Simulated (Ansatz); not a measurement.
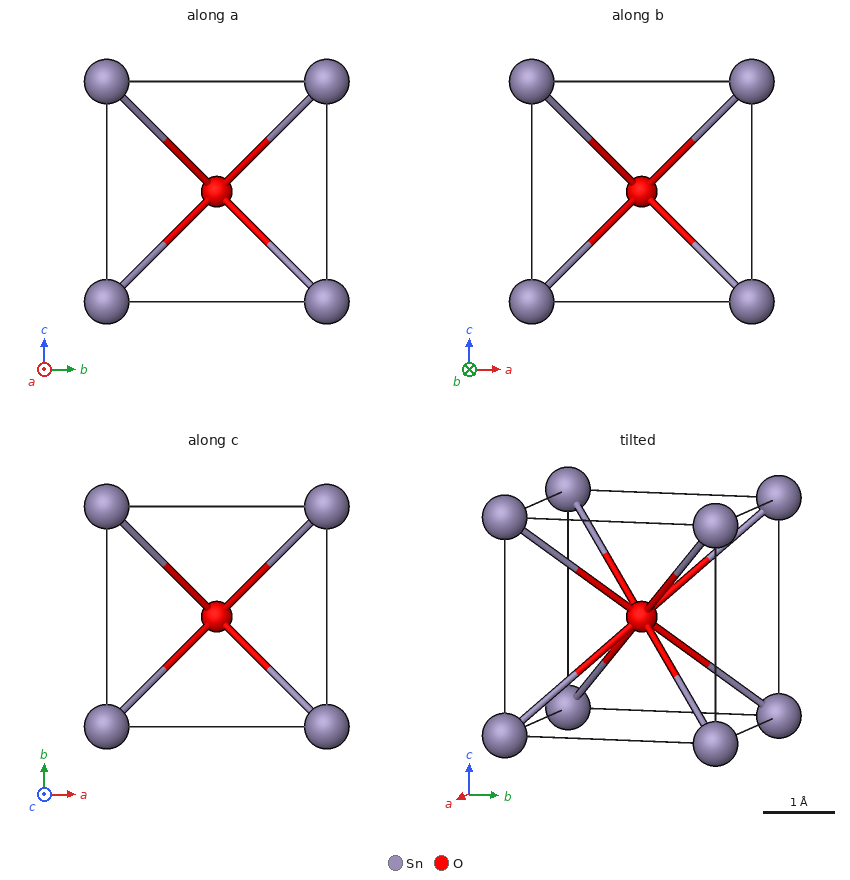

Crystal structure, ball-and-stick style, seen along the a axis, along the b axis, along the c axis and slightly off an axis. One conventional unit cell is framed, with atoms on its boundary repeated.

Lattice parameters: a = 3.121 Å, b = 3.121 Å, c = 3.121 Å, α = 90.00°, β = 90.00°, γ = 90.00°.

### Put the structure into a table of Wyckoff sites.

Space group Pm-3m (No. 221).
```csv
atom,site,x,y,z
Sn,1a,0.0000,0.0000,0.0000
O,1b,0.5000,0.5000,0.5000
```

The model was built from a structure type filled with these elements by a generator (whether the compound takes this form wasn't checked). The cell was then strained or its atoms displaced on purpose. Ansatz was used for an electronic-structure calculation on it.
